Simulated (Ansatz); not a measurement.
MoP: several calculations on one system

Part 1: Relaxation

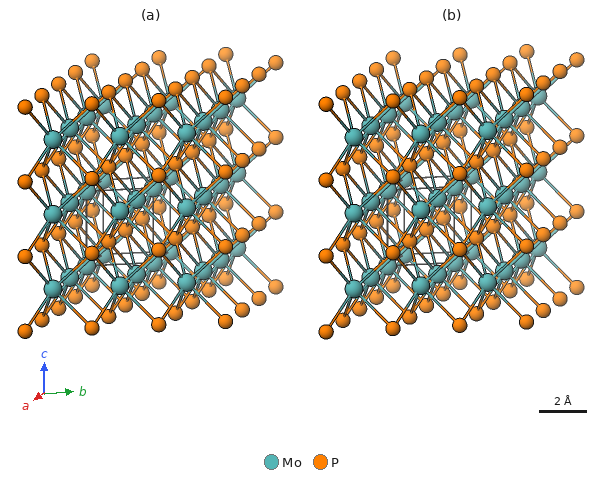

The structure of a crystal of MoP (set up in P-6m2) before (left) and after (right) a relaxation, at one scale.

A ball-and-stick model of the cell of the calculation, repeated 3 × 2 × 2 with one cell outlined, seen slightly off an axis.

Case: biaxial strain in the a-b plane of -6.0 %; c and atoms relaxed.

Level of theory: DFT PBEsol, scalar-relativistic, plane waves, PAW in Ansatz.

Input file:
```yaml
crystal:
  lattice:
    - [3.0138605994, 0.0, 0.0]
    - [-1.5069302997, 2.6100798425, 0.0]
    - [0.0, 0.0, 3.2884039606]
  atoms:
    - { symbol: Mo, position: [0.0, 0.0, 0.0] }
    - { symbol: P, position: [0.3333333333, 0.6666666667, 0.5] }
basis:
  ecutwfc: 420
kpoints:
  mp_grid: { grid: [18, 18, 16] }
hamiltonian:
  xc: pbesol
scf:
  occupations: { method: gaussian, width: 0.1 }
output:
  forces: true
  stress: true
  eigenvalues: true
relax:
  adjacent_minimum: "off"
  f_tol: 0.008
  max_steps: 40
  cell: { stress_tol: 0.015, fix: [a, b, gamma] }
```

Run as
```bash
ansatz run input.yaml --threads 1 --pin off --max-ram 2560MiB --backend cpu --events-out ev --progress --plain --runs-dir out
```

> What changed between the two?

No atom moves by more than 0.005 Å relative to the cell. The volume changes by +1.5 %, with a = b unchanged at 3.014 Å, c 3.288 → 3.339 Å (+1.5 %). Near-neighbour distances that change, for instance: Mo1–P2 2.394 → 2.411 Å. The space group stays P-6m2 (No. 187). Over 3 accepted moves (4 points after the start) the energy falls by 3.9 meV per atom. All forces vanish by symmetry, so only the cell relaxes. The pressure goes from 21.74 to 16.37 GPa. The SCF was repeated once at an unchanged geometry on a basis and grid sized afresh for the cell, which shifted the energy by 0.1 meV per atom at most. The run took 60 s on 1 thread of Arm Neoverse V2, with other jobs on the host, peak memory 0.44 GiB.

Part 2: Relaxation

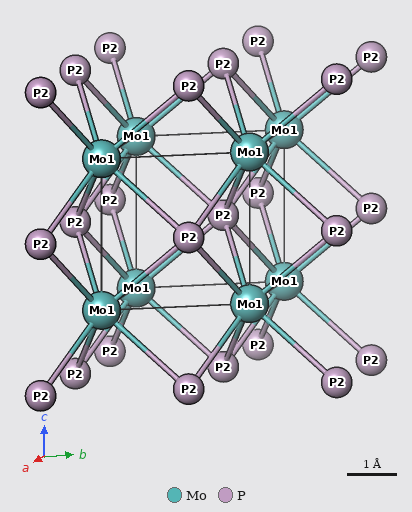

Starting structure of a crystal of MoP (set up in P-6m2). A ball-and-stick model of the cell of the calculation, seen slightly off an axis.

All numbers below come from Ansatz 0.2.0, DFT PBEsol, scalar-relativistic, plane waves, PAW.

The input:
```yaml
crystal:
  lattice:
    - [3.2230000535, 0.0, 0.0]
    - [-1.6115000268, 2.7911999227, 0.0]
    - [0.0, 0.0, 3.191]
  atoms:
    - { symbol: Mo, position: [0.0, 0.0, 0.0] }
    - { symbol: P, position: [0.3333333333, 0.6666666667, 0.5] }
basis:
  ecutwfc: 420
kpoints:
  mp_grid: { grid: [18, 18, 14] }
hamiltonian:
  xc: pbesol
scf:
  occupations: { method: gaussian, width: 0.1 }
output:
  forces: true
  stress: true
  eigenvalues: true
  write_density: true
  write_potential: true
  elf: true
  volumetric_format: npy
relax:
  adjacent_minimum: "off"
  f_tol: 0.005
  max_steps: 80
  cell: { stress_tol: 0.05 }
```

Run as
```bash
ansatz run input.yaml --threads 1 --pin off --max-ram 2560MiB --backend cpu --events-out ev --progress --plain --runs-dir out
```

### Predict the outcome.

Over 3 accepted moves (4 points after the start) the energy falls by 5.3 meV per cell of the calculation. All forces vanish by symmetry, so only the cell relaxes. Pressure: −3.70 GPa at the start and −0.01 GPa at the end. At 1 point the geometry stayed and the basis and grid were re-selected for the new cell (energy shift of 0.1 meV per cell of the calculation at most each time). No atom moves by more than 0.005 Å relative to the cell. The drawn cell changes as follows: a = b 3.223 → 3.206 Å (−0.5 %), c 3.191 → 3.174 Å (−0.5 %); the volume changes by −1.6 %. Near-neighbour distances that change, for instance: Mo1–P2 2.451 → 2.438 Å. The space group stays P-6m2 (No. 187). The run took 61 s on 1 thread of Arm Neoverse V2, on a shared host, peak memory 0.44 GiB.

Part 3: Series

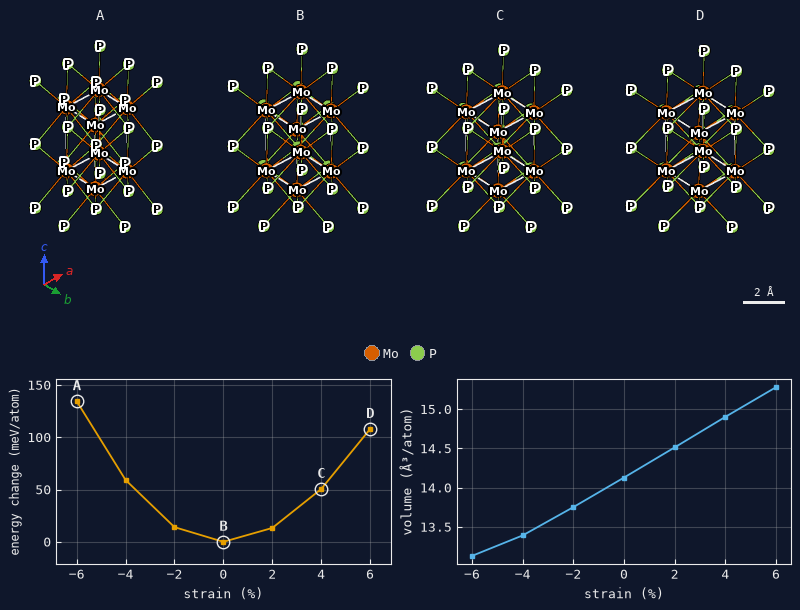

Members of a series of calculations on a crystal of MoP (set up in P-6m2), marked on the first curve. The picture is a ball-and-stick view of the cell of the calculation, seen from a free direction.

These are results of Ansatz 0.2.0, DFT PBEsol, scalar-relativistic, plane waves, PAW, not measurements. Settings: plane-wave cutoff 420 eV; k-point mesh 18 × 18 × 16; occupations gaussian; smearing width 0.1 eV; no spin polarisation.

Q: Which kind of strain is it, and how does the structure respond?

A: Biaxial strain in the a–b plane, c and atoms relaxed. A (strain −6.0 %): energy change 134 meV/atom, volume 13.13 Å³ per atom. B (strain 0.0 %): energy change 0.0 meV/atom, volume 14.13 Å³ per atom. C (strain 4.0 %): energy change 50.5 meV/atom, volume 14.90 Å³ per atom. D (strain 6.0 %): energy change 108 meV/atom, volume 15.28 Å³ per atom. The rest compares A with D. Cell: a = b 3.014 → 3.399 Å (+12.8 %), c 3.339 → 3.055 Å (−8.5 %). Volume +16.4 %. Some distances before and after: Mo–P 2.411 → 2.487 Å.
